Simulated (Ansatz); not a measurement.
## Run report: TiAl, geometry relaxation (part 2 of 2)

The same run, continued: TiAl (P4/mmm, 2 atoms in the cell); DFT PBEsol, scalar-relativistic, plane waves, PAW, no spin polarisation (Ansatz 0.2.0); cutoff 420 eV, 14×14×10 k-mesh, Gaussian smearing of 0.1 eV. The structure derives from an entry of the Crystallography Open Database.

Geometry of the input (Å; fractional positions):
```
2.8373  0.0000  0.0000
0.0000  2.8373  0.0000
0.0000  0.0000  4.0591
Ti 0.0000  0.0000  0.0000
Al 0.5000  0.5000  0.5000
```

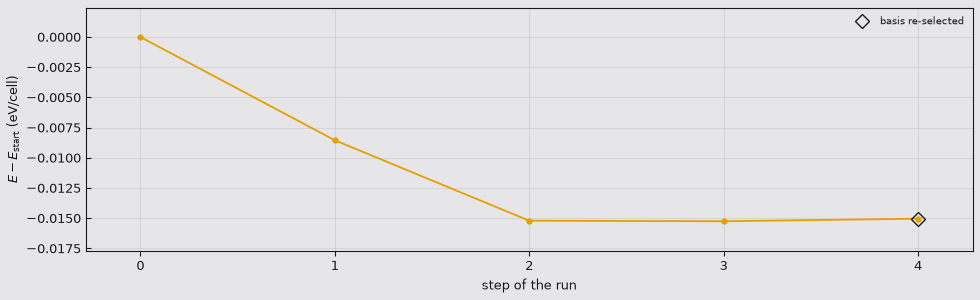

*Progress of the relaxation, step by step (the first geometry is step 0 here and step 1 in the log).*

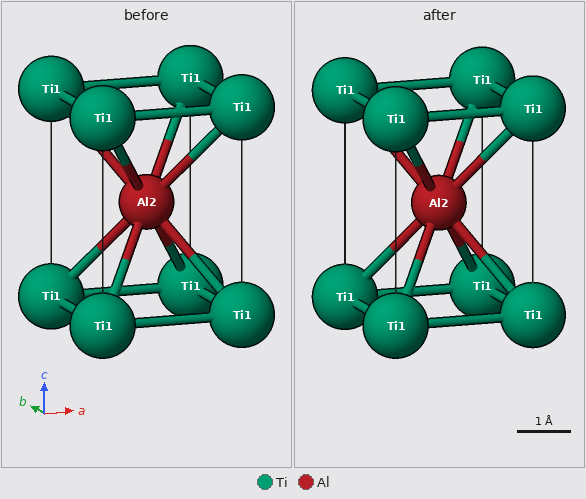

*Before (left) and after (right) the relaxation, at one scale (ball-and-stick view of the cell of the calculation, seen slightly off an axis).*

The atoms keep their places relative to the cell (all moves are under 0.005 Å). Cell: a = b 2.837 → 2.795 Å (−1.5 %), c 4.059 → 4.039 Å (−0.5 %). Volume −3.4 %. Among the contacts that change: Ti1–Ti1 2.837 → 2.795 Å, Al2–Al2 2.837 → 2.795 Å, Ti1–Al2 2.854 → 2.826 Å. The space group stays P4/mmm (No. 123). After 3 geometry steps the energy has fallen by 15.2 meV per cell of the calculation. All forces vanish by symmetry, so only the cell relaxes. Pressure: −3.96 GPa at the start and −0.02 GPa at the end. A last SCF at the same geometry on a re-selected plane-wave basis shifts the energy by +0.2 meV per cell of the calculation. (Atoms are counted from 1 in the order of the input.)

```
basis re-selected at this cell: Δ(F+E_penalty+E_count) = +2.088e-4 eV, ΔP = -0.013 GPa vs the last step (what re-selecting the basis moved, of the pressure what is left beyond the Pulay correction that the steps carried, after the strain that the cell walked since its last selection, with what the two solves' SCF thresholds leave and, on support functions, any second-order correction that the steps lacked; it is no measure of the basis error at this ecutwfc). The dense FFT grid was sized anew with the basis: this SCF ran on 20×20×27 points, the steps before it on 20×20×30, so part of this shift can come from that change (see relax.cell in the input reference). This SCF's stress stands 4.15e-2 GPa from its target on what of the cell is left free (relax.cell.stress_tol is 5.00e-2 GPa) and its largest allowed force component is 1.23e-31 eV/Å (relax.f_tol is 5.00e-3 eV/Å): within both
SCF converged after 6 iterations
Free energy (F): -2999.270202 eV
Harris-Foulkes:  -2999.270202 eV  (|F-HF|=0.00e0)
Internal energy: -2999.261878 eV  (E = F + TS)
E sigma→0 (E₀):  -2999.266040 eV
Entropy (-TS):   -0.008324 eV (-4.162 meV/atom)
Fermi energy:    11.251354 eV
--- Per-component energies (eV) ---
  E_band       = -159.228135
  E_kinetic    = 297.392857
  E_local      = -1064.871409  (includes V_loc(G=0)·N_el)
  E_nonlocal   = 20.564747
  E_hartree    = 457.242043
  E_xc         = -136.991804
  E_vxc        = -151.819769  (∫ρ·V_xc dr)
  E_paw        = -1477.926517  (= ΣΔE_a)
  E_vpaw       = -174.978762  (= ΣTr[D̂ρ^β])
  E_aug_tail   = 0.000116  (compensation charges beyond the density's cutoff)
  E_ewald      = -1094.830433
  E_core_change = 0.158523  (= ΣΔE_core)
  E_smearing   = -0.008324  (= −TS)
  E_closure    = 0.000000  (closes the sum)
  Σ components = -2999.270202   (vs F -2999.270202, Δ=0.00e0)
--- Forces (eV/Å), atoms counted from 1 ---
  atom   1  Ti    -0.00000000    -0.00000000     0.00000000
  atom   2  Al     0.00000000     0.00000000     0.00000000
  max |Σ_I F_I| component: 4.93e-32 eV/Å
--- Stress (GPa, compression-positive) ---
       -0.041525       0.000000       0.000000
        0.000000      -0.041525       0.000000
        0.000000       0.000000       0.035037
  P = ⅓ Tr σ = -0.0160 GPa (-0.160 kbar)
--- Band table (eV; the first three rows and the last of 216) ---
  k-point 0: bands = ["-45.0571", "-21.5653", "-21.1011", "-21.1011", "2.0960", "9.3047", "10.3696", "10.9021", "13.4882", "13.4882", "14.6589", "17.6095"]
  k-point 1: bands = ["-45.0570", "-21.5672", "-21.1010", "-21.1010", "2.1901", "8.9007", "10.3855", "11.0975", "13.4498", "13.4498", "14.6603", "17.9079"]
  k-point 2: bands = ["-45.0568", "-21.5722", "-21.1009", "-21.1009", "2.4636", "8.0515", "10.4278", "11.4077", "13.3536", "13.3536", "14.6638", "18.6798"]
  k-point 215: bands = ["-44.9252", "-21.5544", "-21.5544", "-21.4513", "8.6277", "8.9320", "8.9320", "13.1952", "13.4446", "13.9488", "15.5274", "15.5274"]
--- Relaxed structure (4 steps of the walk, 4 accepted, 1 SCFs on fresh bases) ---
  F+E_penalty+E_count = -2999.27020171 eV   max|allowed force component| = 1.233e-31 eV/Å   (the final SCF, on the basis selected at the relaxed cell)
  cell:  # Å, volume = 31.5543 Å³
    - [2.795158598389755, 1.7092240226708178e-33, 0.0]
    - [1.7092240226708178e-33, 2.795158598389755, 0.0]
    - [0.0, 0.0, 4.038740475048595]
  atoms:
    - { symbol: Ti, position: [-4.878800787820553e-35, 4.242435467670047e-36, 0.0] }
    - { symbol: Al, position: [0.5, 0.5, 0.5] }
```

## Trajectory as extended XYZ (Å, eV, eV/Å), 5 frames, from step=1 to step=5
```
2
Lattice="2.8373 0.0000 0.0000 0.0000 2.8373 0.0000 0.0000 0.0000 4.0591" Properties=species:S:1:pos:R:3:forces:R:3 step=1 energy=-2999.25516 pressure_GPa=-3.96
Ti    0.0000    0.0000    0.0000    0.0000   0.0000   0.0000
Al    1.4186    1.4186    2.0295    0.0000   0.0000   0.0000
2
Lattice="2.7738 0.0000 0.0000 0.0000 2.7738 0.0000 0.0000 0.0000 4.0045" Properties=species:S:1:pos:R:3:forces:R:3 step=2 energy=-2999.26371 pressure_GPa=3.02
Ti    0.0000    0.0000    0.0000    0.0000   0.0000   0.0000
Al    1.3869    1.3869    2.0023    0.0000   0.0000   0.0000
2
Lattice="2.7974 0.0000 0.0000 0.0000 2.7974 0.0000 0.0000 0.0000 4.0364" Properties=species:S:1:pos:R:3:forces:R:3 step=3 energy=-2999.27036 pressure_GPa=-0.13
Ti    0.0000    0.0000    0.0000    0.0000   0.0000   0.0000
Al    1.3987    1.3987    2.0182    0.0000   0.0000   0.0000
2
Lattice="2.7952 0.0000 0.0000 0.0000 2.7952 0.0000 0.0000 0.0000 4.0387" Properties=species:S:1:pos:R:3:forces:R:3 step=4 energy=-2999.27041 pressure_GPa=-0.00
Ti    0.0000    0.0000    0.0000    0.0000   0.0000   0.0000
Al    1.3976    1.3976    2.0194    0.0000   0.0000   0.0000
2
Lattice="2.7952 0.0000 0.0000 0.0000 2.7952 0.0000 0.0000 0.0000 4.0387" Properties=species:S:1:pos:R:3:forces:R:3 step=5 energy=-2999.27020 pressure_GPa=-0.02
Ti    0.0000    0.0000    0.0000    0.0000   0.0000   0.0000
Al    1.3976    1.3976    2.0194    0.0000   0.0000   0.0000
```

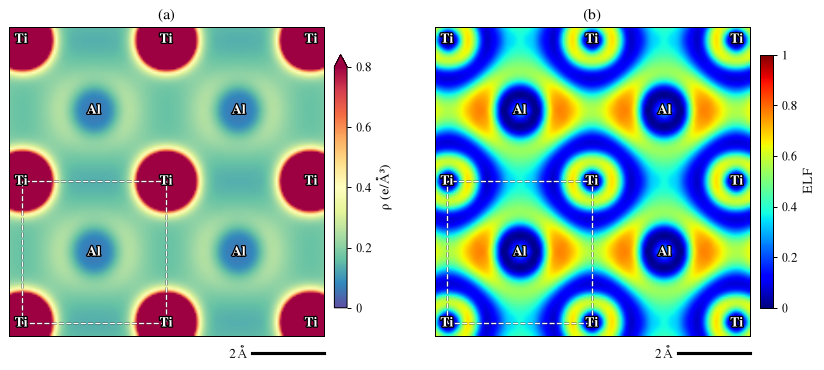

*(a) valence electron density; (b) ELF on the (11̄0) plane of the conventional cell.*

Atoms in the plane: Ti and Al. Away from the nuclei the density in this plane falls to 0.14 e/Å³ at its lowest. The strong features right at Ti lie inside the PAW spheres (semicore, d or f shells) and say nothing about bonding. Core electrons are frozen (PAW), so the fields are smoothed inside the atomic spheres.

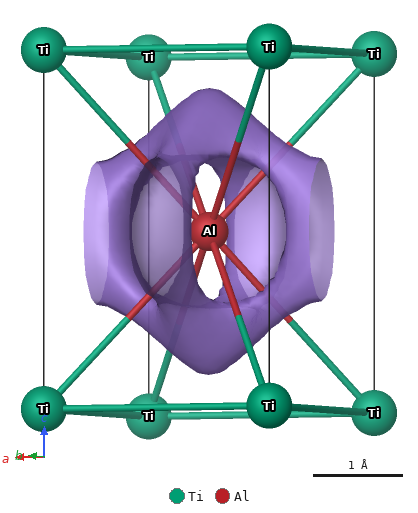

*Isosurface of the electron localisation function at 0.65 (purple), seen at an oblique angle. Only the valence region is drawn (cores and ρ < 0.01 e/Å³ removed). Sticks mark near contacts. The outline is the cell set on symmetry axes.*

Values along the shortest contacts: Ti–Ti (2.80 Å): the ELF is about 0.30 at the midpoint (no shared electron pair). Al–Al (2.80 Å): the ELF peaks at about 0.70 between the atoms.

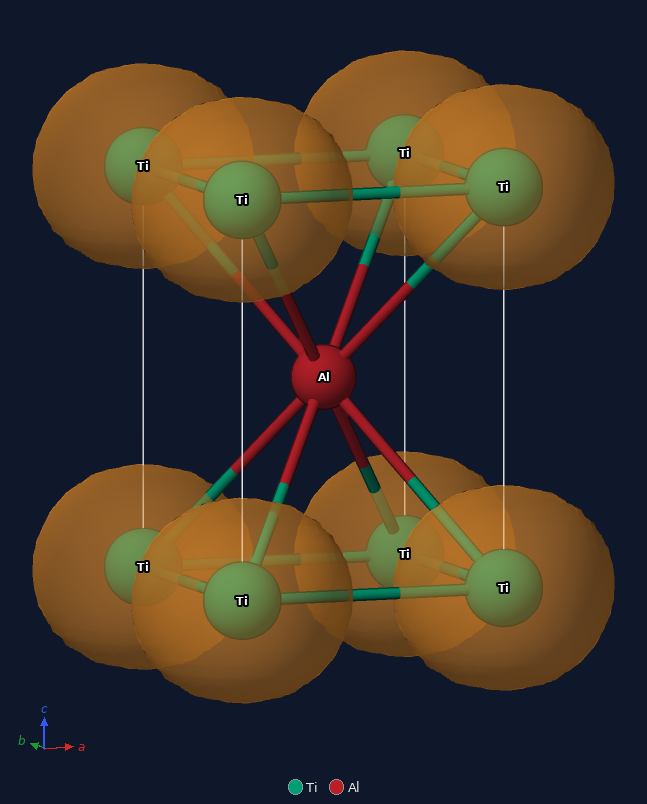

*Isosurface of the valence pseudo-density at 0.3 e/Å³ (orange), seen slightly off an axis. Sticks mark near contacts. The outline is the cell set on symmetry axes.*

At this value the density breaks into separate islands; it holds about 65 % of the electrons treated as valence (semicore included). It is pinched off along the Ti–Ti (2.80 Å), Al–Al (2.80 Å) and Ti–Al (2.83 Å) contacts. On the grid the lowest density along these lines, outside the cores, is 0.24 e/Å³ (Ti–Ti, 2.80 Å), 0.23 e/Å³ (Al–Al, 2.80 Å) and 0.21 e/Å³ (Ti–Al, 2.83 Å).
